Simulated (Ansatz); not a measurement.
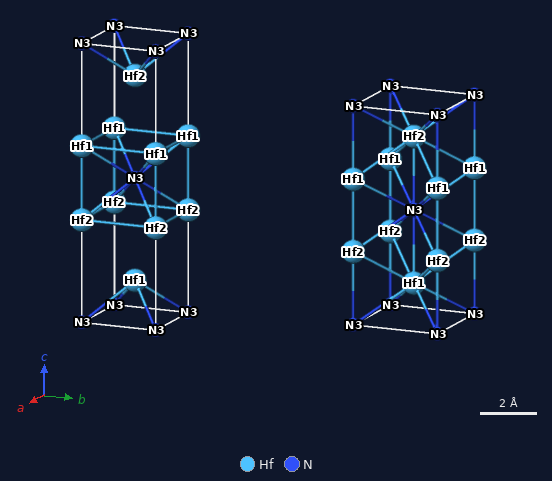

Two geometries of solid Hf2N (built on the MoSi2 (C11b)_139 type) (coarse preliminary run), drawn at one scale. One is the start of a relaxation, the other its converged end. A ball-and-stick model of the conventional cell (2 times the calculation's cell), seen slightly off an axis. Lengths and directions refer to the drawn axes.

Method: DFT r2SCAN, scalar-relativistic, plane waves, PAW in Ansatz 0.2.0. Settings: plane-wave cutoff 500 eV; k-point mesh 8 × 8 × 8; occupations gaussian; smearing width 0.1 eV; no spin polarisation; cell and atoms relaxed; force threshold 0.04 eV/Å; at most 70 steps.

Which geometry has the lower energy?

The left one is the relaxed one. Case: MoSi2 (C11b) type (I4/mmm, No. 139). After 9 accepted moves (11 points after the start) the energy has fallen by 1004 meV per atom. Largest force component: 3.9 eV/Å at the start, 0.0013 eV/Å at the end. Pressure: 6.60 GPa at the start and 0.05 GPa at the end. The SCF was repeated twice at an unchanged geometry on a basis and grid sized afresh for the cell, which shifted the energy by 6.1 meV per atom at most. The largest moves relative to the cell, 0.33 Å, are those of Hf1 and Hf2. Hf2 goes along +c. N stays in place. The volume changes by −1.8 %, with a = b 3.323 → 2.917 Å (−12.2 %), c 8.151 → 10.387 Å (+27.4 %). Near-neighbour distances that change, for instance: Hf1–N3 2.730 → 3.814 Å, Hf1–Hf2 2.728 → 3.190 Å, Hf1–Hf1 3.323 → 2.917 Å, Hf1–N3 (another image) 2.707 → 2.481 Å. Bonds break: Hf1–N3 (2.73 → 3.81 Å), Hf2–N3 (2.73 → 3.81 Å). Among the angles between lasting bonds that change: N3–Hf1–N3 120.4° → 112.4°, Hf2–Hf1–N3 60.2° → 56.2°, N3–Hf1–N3 75.7° → 72.0°. The space group stays I4/mmm (No. 139). The run took 74 s on 1 thread of Intel(R) Xeon(R) 6975P-C (Granite Rapids) (shared host), peak memory 0.57 GiB.
